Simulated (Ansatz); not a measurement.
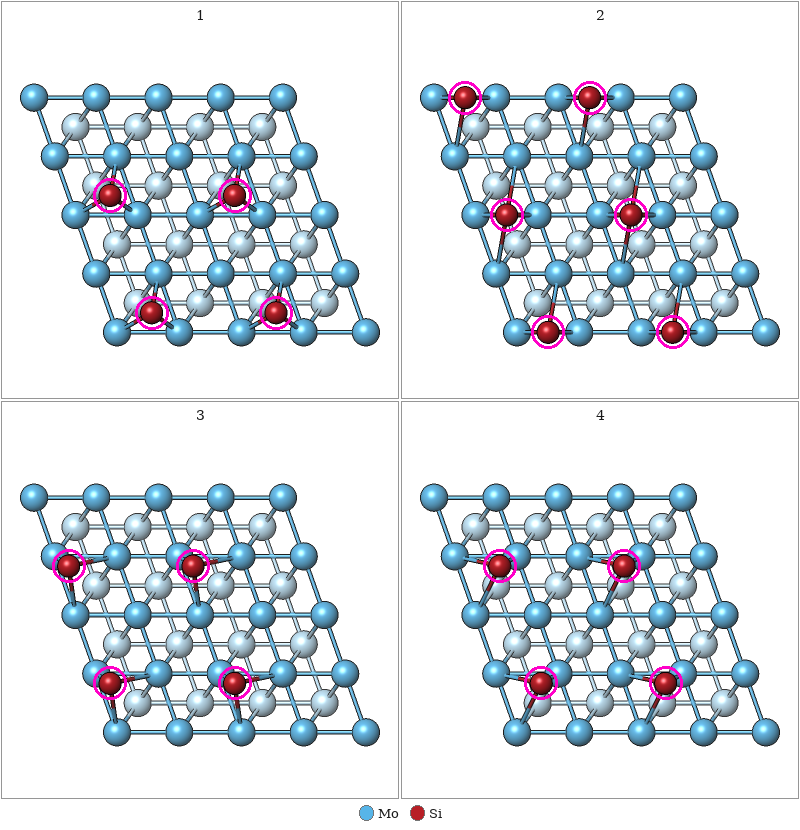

Si on a Mo(110) slab cut from the Im-3m phase, its upper half relaxed before the scan (12 atoms of substrate and one adsorbate in a 2 × 2 cell). Si is moved over the surface cell; relaxed at each place: the height of the adsorbate's atoms; substrate rigid; the origin of the map has the adsorbate above Mo9. Places are given modulo a cell vector. The map is drawn in real space over the plane of the surface. The grid has 6 × 6 points; 13 points were computed and 23 follow by symmetry. Places are given in fractions of the 1 × 1 surface cell. Energies: eV, counted from the lowest grid point. Method: DFT PBE, scalar-relativistic, plane waves, PAW in Ansatz. Settings: cutoff 420 eV, k-mesh 5×5×1, gaussian smearing 0.1 eV, no spin polarisation.

The numbered pictures are structures from this grid. Rings mark the moved atoms.

Question: Rank them by energy, lowest first.

Answer: 1, at (4/6, 2/6) of the cell vectors [nearest 1 Mo at 2.41 Å]: 0.36 eV; 2, at a bridge site between two Mo atoms, (3/6, 0/6) of the cell vectors: 0.71 eV; 4, at (4/6, 5/6) of the cell vectors [nearest 1 Mo at 2.29 Å]: 0.97 eV; 3, at (1/6, 5/6) of the cell vectors [nearest 1 Mo at 2.32 Å]: 1.23 eV.

The map, with the structures marked:

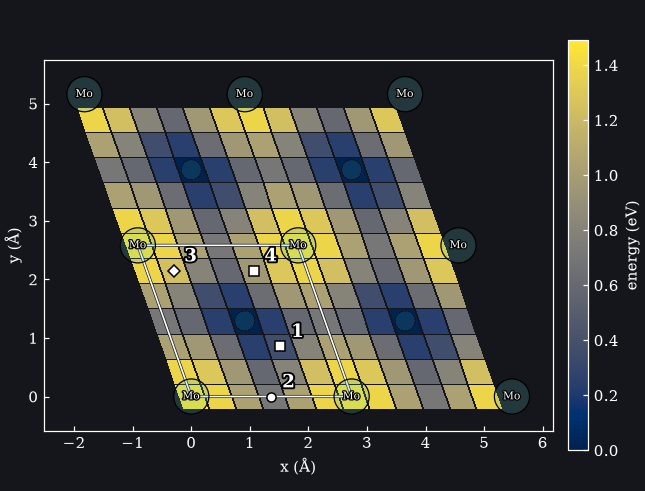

The picture shows one coloured cell a grid point, labelled circles for the atoms of the top layer and small ones for the second layer, the outline of one cell of the 2 × 2 shown.

PAW datasets: the set soft_1.
